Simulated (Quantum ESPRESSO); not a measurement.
**BP (F-43m): how pressure shifts the optical phonon**

Aim: the Grüneisen parameter and the pressure coefficient of an optical mode of BP (F-43m).

Program: Quantum ESPRESSO 7.5. Level of theory: DFT PBE, scalar-relativistic, plane waves, PseudoDojo norm-conserving pseudopotentials. Results are calculated unless marked as measured.

### 1. The relaxed structure

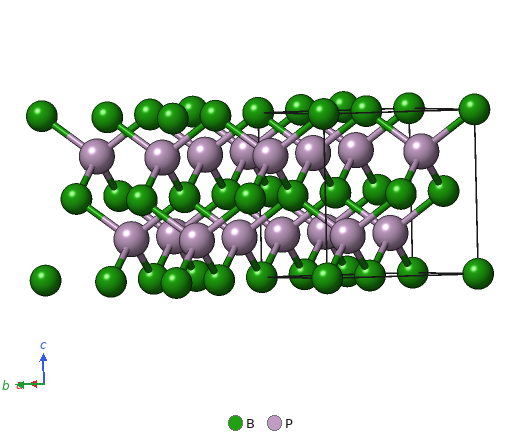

The starting structure, seen from a free direction (boron green, phosphorus pink). 2×2×1 cells are drawn. This picture shows the conventional cell, with its axes. Bonds to atoms that aren't drawn are left out. Some periodic images of atoms are drawn too.

Coordinates:

```
B P
1.0
    -2.27364    0.00000    2.27364
     0.00000    2.27364    2.27364
    -2.27364    2.27364    0.00000
B P
1 1
Direct
  0.00000 0.00000 0.00000
  0.25000 0.25000 0.25000
```

This is the cell after its relaxation at this level of theory, not the database cell from which that began.

### 2. Runs at several volumes

The relaxed cell is scaled uniformly; in this structure symmetry fixes all atoms, so nothing has to be relaxed anew. Each volume gets a ground state and a response at Γ. The mode followed is the highest one without the macroscopic field, of symmetry T2; longitudinal polar modes lie higher. Cutoff 84 Ry, k mesh 12×12×12.

From the response at V/V₀ = 0.94:

What it wrote:

```text
[banners, grids, parts of the stress and lines that vanish by symmetry left out]
Program PHONON v.7.5
     Reading xml data from directory:

[...]
Exchange-correlation= PBE
                           (   1   4   3   4   0   0   0)
[...]
kinetic-energy cut-off    =      84.0000  Ry
     charge density cut-off    =     336.0000  Ry
     convergence threshold     =      1.0E-18
[...]
Exchange-correlation= PBE
                           (   1   4   3   4   0   0   0)
[...]
q = (   0.0000000   0.0000000   0.0000000 )
     25 Sym.Ops. (with q -> -q+G )
     G cutoff =  603.0653  (  15593 G-vectors)     FFT grid: ( 36, 36, 36)
     number of k points=    72
[...]
Mode symmetry, T_d (-43m)  point group:
[...]
Dielectric constant
[...]
End of electric fields calculation
          Dielectric constant in cartesian axis
          (       9.122376357       0.000000000      -0.000000000 )
          (       0.000000000       9.122376357       0.000000000 )
          (       0.000000000       0.000000000       9.122376357 )
          Effective charges (d Force / dE) in cartesian axis without acoustic sum rule applied (asr)
           atom    1  B     Mean Z*:       -0.70454
      Ex  (       -0.70454        0.00000        0.00000 )
      Ey  (        0.00000       -0.70454        0.00000 )
      Ez  (       -0.00000        0.00000       -0.70454 )
           atom    2  P     Mean Z*:        0.70094
      Ex  (        0.70094        0.00000        0.00000 )
      Ey  (        0.00000        0.70094        0.00000 )
      Ez  (        0.00000        0.00000        0.70094 )
          Effective charges Sum: Mean:       -0.00360
[...]
Effective charges (d Force / dE) in cartesian axis with asr applied:
           atom    1  B     Mean Z*:       -0.70274
[...]
atom    2  P     Mean Z*:        0.70274
[...]
Representation #   1 modes #   1   2   3
[...]
End of self-consistent calculation
     Convergence has been achieved
     Representation #   2 modes #   4   5   6
[...]
End of self-consistent calculation
     Convergence has been achieved
[...]
Dielectric constant in cartesian axis
          (       9.122376357       0.000000000      -0.000000000 )
          (       0.000000000       9.122376357       0.000000000 )
          (       0.000000000       0.000000000       9.122376357 )
          Effective charges (d Force / dE) in cartesian axis without acoustic sum rule applied (asr)
           atom    1  B     Mean Z*:       -0.70454
      Ex  (       -0.70454        0.00000        0.00000 )
      Ey  (        0.00000       -0.70454        0.00000 )
      Ez  (       -0.00000        0.00000       -0.70454 )
           atom    2  P     Mean Z*:        0.70094
      Ex  (        0.70094        0.00000        0.00000 )
      Ey  (        0.00000        0.70094        0.00000 )
      Ez  (        0.00000        0.00000        0.70094 )
          Effective charges Sum: Mean:       -0.00360
[...]
Effective charges (d Force / dE) in cartesian axis with asr applied:
           atom    1  B     Mean Z*:       -0.70274
[...]
atom    2  P     Mean Z*:        0.70274
[...]
q = (    0.000000000   0.000000000   0.000000000 )
[...]
freq (    1) =      -0.019093 [THz] =      -0.636871 [cm-1]
     freq (    2) =      -0.019093 [THz] =      -0.636871 [cm-1]
     freq (    3) =      -0.019093 [THz] =      -0.636871 [cm-1]
     freq (    4) =      25.500481 [THz] =     850.604486 [cm-1]
     freq (    5) =      25.500481 [THz] =     850.604486 [cm-1]
     freq (    6) =      25.500481 [THz] =     850.604486 [cm-1]
[...]
Mode symmetry, T_d (-43m)  point group:
     freq (   1-   3) =         -0.6  [cm-1]   --> T_2  G_15 P_4   I+R
     freq (   4-   6) =        850.6  [cm-1]   --> T_2  G_15 P_4   I+R

   JOB DONE.
```

One volume, V/V₀ = 1, is held back as a test.

```csv
V/V₀,volume (Å³/atom),pressure (GPa),ω (cm⁻¹)
0.94,11.048,11.22,850.60
0.97,11.401,5.21,824.60
1,11.753,0.00,held back
1.03,12.106,-4.50,776.54
1.06,12.459,-8.40,754.28
```

### 3. The fit

The mode Grüneisen parameter is γ = −d ln ω / d ln V.

| ln(V/V₀) | ln ω |
| --- | --- |
| -0.0619 | 6.7459 |
| -0.0305 | 6.7149 |
| 0.0296 | 6.6548 |
| 0.0583 | 6.6258 |

A straight line through these points has the slope -1.000, so γ = 1.00; at V/V₀ = 1 it predicts ω = exp(6.6842 + 0.0000) = 799.70 cm⁻¹.

A parabola of pressure against ln V through V/V₀ = 0.97, 1 and 1.03 gives the bulk modulus B = −dP/d ln V = 162 GPa at V₀. With ω₀ from the fitted line the pressure coefficient follows as dω/dP = γ ω₀ / B = 1.00 × 799.7 / 162 = 4.95 cm⁻¹/GPa.

### 4. The run that was held back

What it wrote:

```text
[banners, grids, parts of the stress and lines that vanish by symmetry left out]
[banner, memory and clock lines left out]
Program PHONON v.7.5

[...]
Exchange-correlation= PBE
                           (   1   4   3   4   0   0   0)
[...]
kinetic-energy cut-off    =      84.0000  Ry
     charge density cut-off    =     336.0000  Ry
     convergence threshold     =      1.0E-18
[...]
Exchange-correlation= PBE
                           (   1   4   3   4   0   0   0)
[...]
q = (   0.0000000   0.0000000   0.0000000 )
     25 Sym.Ops. (with q -> -q+G )
     G cutoff =  628.4621  (  16529 G-vectors)     FFT grid: ( 36, 36, 36)
     number of k points=    72
[...]
Mode symmetry, T_d (-43m)  point group:
[...]
Dielectric constant
[...]
End of electric fields calculation
          Dielectric constant in cartesian axis
          (       9.144424334      -0.000000000      -0.000000000 )
          (      -0.000000000       9.144424334      -0.000000000 )
          (      -0.000000000      -0.000000000       9.144424334 )
          Effective charges (d Force / dE) in cartesian axis without acoustic sum rule applied (asr)
           atom    1  B     Mean Z*:       -0.50235
      Ex  (       -0.50235        0.00000       -0.00000 )
      Ey  (       -0.00000       -0.50235       -0.00000 )
      Ez  (       -0.00000       -0.00000       -0.50235 )
           atom    2  P     Mean Z*:        0.49894
      Ex  (        0.49894       -0.00000       -0.00000 )
      Ey  (       -0.00000        0.49894        0.00000 )
      Ez  (       -0.00000        0.00000        0.49894 )
[...]
Representation #   1 modes #   1   2   3
[...]
End of self-consistent calculation
     Convergence has been achieved
     Representation #   2 modes #   4   5   6
[...]
End of self-consistent calculation
     Convergence has been achieved
[...]
Dielectric constant in cartesian axis
          (       9.144424334      -0.000000000      -0.000000000 )
          (      -0.000000000       9.144424334      -0.000000000 )
          (      -0.000000000      -0.000000000       9.144424334 )
          Effective charges (d Force / dE) in cartesian axis without acoustic sum rule applied (asr)
           atom    1  B     Mean Z*:       -0.50235
      Ex  (       -0.50235        0.00000       -0.00000 )
      Ey  (       -0.00000       -0.50235       -0.00000 )
      Ez  (       -0.00000       -0.00000       -0.50235 )
           atom    2  P     Mean Z*:        0.49894
      Ex  (        0.49894       -0.00000       -0.00000 )
      Ey  (       -0.00000        0.49894        0.00000 )
      Ez  (       -0.00000        0.00000        0.49894 )
          Effective charges Sum: Mean:       -0.00342
[...]
Effective charges (d Force / dE) in cartesian axis with asr applied:
           atom    1  B     Mean Z*:       -0.50064
[...]
atom    2  P     Mean Z*:        0.50064
[...]
q = (    0.000000000   0.000000000   0.000000000 )
[...]
freq (    1) =      -0.025024 [THz] =      -0.834700 [cm-1]
     freq (    2) =      -0.025024 [THz] =      -0.834700 [cm-1]
     freq (    3) =      -0.025024 [THz] =      -0.834700 [cm-1]
     freq (    4) =      23.981882 [THz] =     799.949462 [cm-1]
     freq (    5) =      23.981882 [THz] =     799.949462 [cm-1]
     freq (    6) =      23.981882 [THz] =     799.949462 [cm-1]
[...]
Mode symmetry, T_d (-43m)  point group:
     freq (   1-   3) =         -0.8  [cm-1]   --> T_2  G_15 P_4   I+R
     freq (   4-   6) =        799.9  [cm-1]   --> T_2  G_15 P_4   I+R
```

It gives 799.95 cm⁻¹ against the predicted 799.70 cm⁻¹, a miss of 0.3 cm⁻¹.

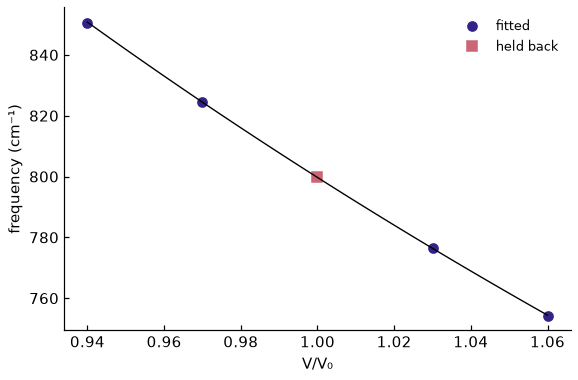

Frequency against volume, with the power-law fit.

### 5. Results

```json
{"mode Grüneisen parameter": "1.000", "bulk modulus": "162 GPa", "pressure coefficient": "4.95 cm⁻¹/GPa"}
```

What this shows: The highest optical mode of BP (F-43m) without the LO-TO term stiffens by 4.95 cm⁻¹ a GPa near the relaxed volume, with γ = 1.00. The power law meets all 5 runs within 0.04 %; between neighbouring volumes γ runs from 0.99 to 1.01. Such a coefficient turns a measured shift of this mode into a hydrostatic stress; uniaxial or biaxial stress splits the mode and needs deformation potentials. These are harmonic values at zero temperature for the structure held cubic, which a run at Γ can't show to be stable; the bulk modulus rests on three points.

[Host names and launcher messages were left out of these logs when they were recorded.]

[Logs are printed without paths, hosts, clocks, repeated set-up lines and the standing remarks that a program may print on its own settings, such as how far it seeks lower states.]

[Hosts, paths, dates, database ids (printed as entryN), source tags and the programs' standing remarks are cut or masked in the printed files.]
